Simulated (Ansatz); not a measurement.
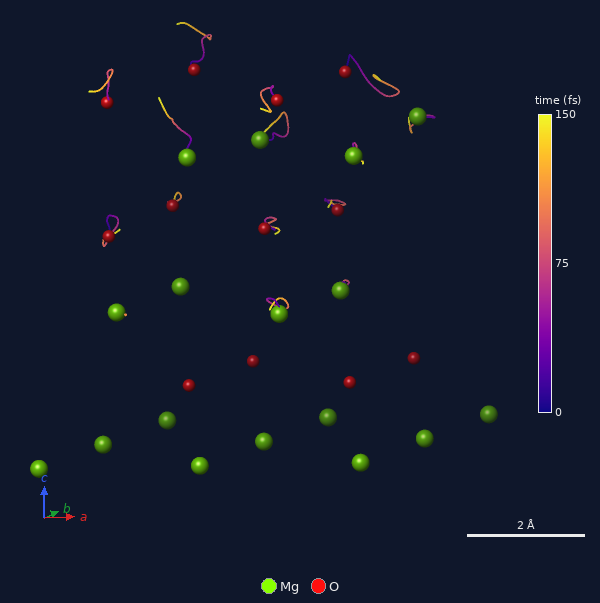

Molecular dynamics of a slab of MgO(111) (24 atoms in the cell), 150 fs long. It starts from the last geometry of an earlier run, with fresh velocities. Lines trace each atom's path, coloured by time; spheres stand at the starting positions. Fixed atoms have no trace. Seen slightly off an axis in the simulation cell, with the vacuum cut short.

Level of theory: DFT PBE, scalar-relativistic, plane waves, PAW (Ansatz 0.2.0). Set-up: plane-wave cutoff 420 eV; k-point mesh 2 × 2 × 1; Fermi-Dirac smearing 0.002 eV; 8 atoms held fixed; Langevin thermostat (NVT); set temperature 1000 K; time step 1 fs; friction 0.005 per fs.

What do the traces tell about the motion?

Answer. In the second half of the run the atoms are, in the root-mean-square, this far from where they began (common drift taken out): O 0.56 Å, Mg 0.53 Å. Against the typical shortest distance between atoms in the first frame, about 1.9 Å these are large excursions, but over 150 fs one can't yet tell strong vibration from the start of diffusion. Bond changes: one O–O bond forms at about 38 fs. The mean temperature in the second half is 1185 K (standard deviation 285 K). The temperature is still climbing (1032 K in the second quarter, 1404 K in the last), so the run isn't equilibrated. The potential energy in the second half lies on average 3.6 meV per atom above the first frame. The smearing is very narrow for so coarse a k-point mesh, which makes the forces of a metal noisy.

Limits of the set-up: the k-point mesh is coarse for a cell with partly filled bands.

The run took 34 min on 2 threads of Arm Neoverse V1 (shared host), peak memory 1.3 GiB.

PAW datasets: the set soft_1.
